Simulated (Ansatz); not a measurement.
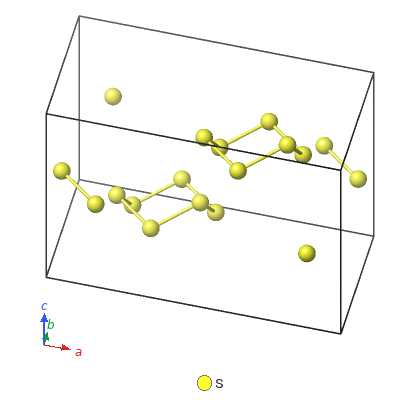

S, space group R-3 (No. 148), a = 13.453 Å, b = 13.453 Å, c = 6.341 Å, α = 90.00°, β = 90.00°, γ = 120.00°. The structure is a calculation's input; it may be strained or unrelaxed. Forms under 0.4 % of the area are left out.

### What shape follows from the Bravais–Friedel–Donnay–Harker rule?

The forms computed, by share of the surface:

```
 form  faces  d (Å)  share of area (%)
{110}      6  6.726               61.4
{101}      6  5.569               38.6
```

Widths along a, b and c stand as 1.00 : 1.00 : 1.38.

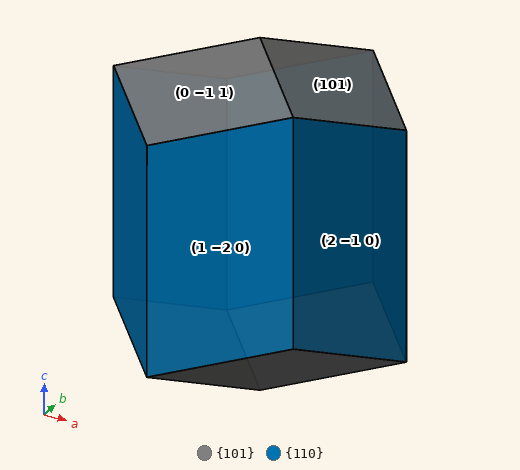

The computed shape, faces indexed. The rule is geometric and ignores bonding and growth conditions.
